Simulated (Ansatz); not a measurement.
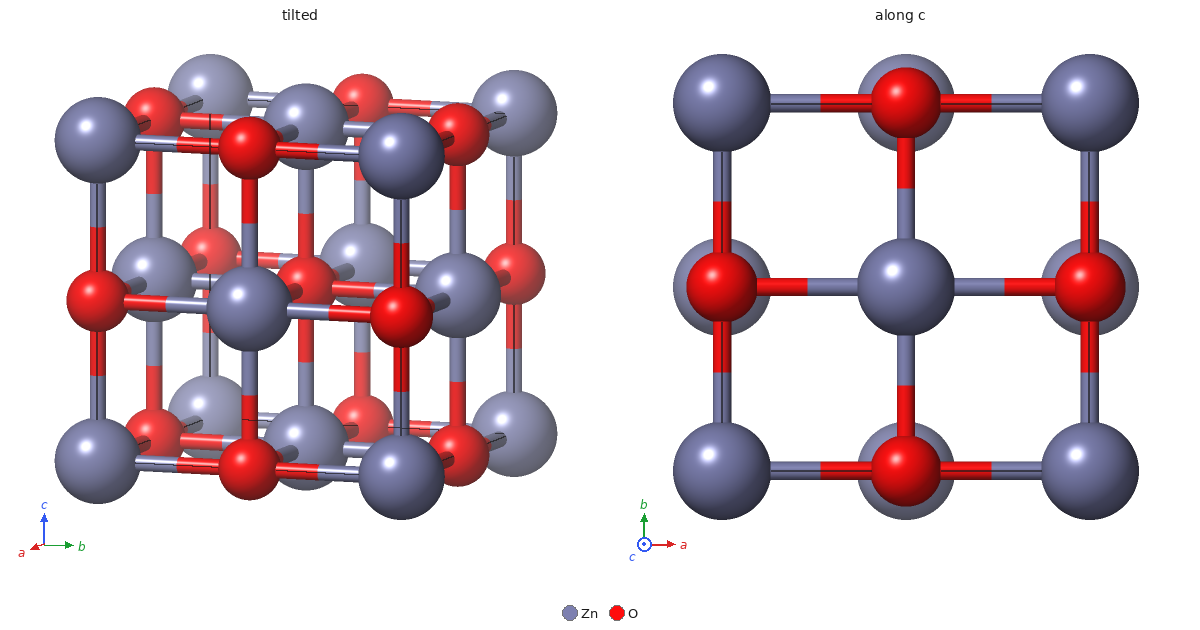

Crystal structure, ball-and-stick style, seen slightly off an axis and along the c axis. The outline marks the conventional unit cell.

ZnO, rock salt (NaCl type), space group Fm-3m (No. 225), a = 4.021 Å, b = 4.021 Å, c = 4.021 Å, α = 90.00°, β = 90.00°, γ = 90.00°. Provenance: a structure type filled with these elements by a generator (whether the compound takes this form wasn't checked). The cell was then strained or its atoms displaced on purpose. It was run through Ansatz as a DFT input.

This one geometry was computed with Ansatz (DFT, plane waves, PAW) at three levels of theory: PBE, HSE06 and r2SCAN. It was relaxed with r2SCAN and then strained.

### Which level gives the highest pressure at this volume, and what does that say about its equilibrium volume?

Highest: PBE (60.7 GPa), which points to the largest equilibrium volume. Lowest, with the smallest volume: r2SCAN (51.1 GPa). Levels within 0.5 GPa of each other can't be told apart.

### How does the band gap change with the level of theory?

PBE: a gap of 1.89 eV, indirect; r2SCAN: a gap of 2.55 eV, indirect; HSE06: a gap of 3.89 eV, indirect.

### Collect the results in a table.

| level | cutoff (eV) | k-mesh of the run's cell | gap (eV) | pressure (GPa) |
| --- | --- | --- | --- | --- |
| PBE | 420 | 10×10×10 | 1.89 | 60.7 |
| HSE06 | 420 | 8×8×8 | 3.89 | 51.9 |
| r2SCAN | 500 | 10×10×10 | 2.55 | 51.1 |

Gaps are taken on the k-mesh or band path of each run.
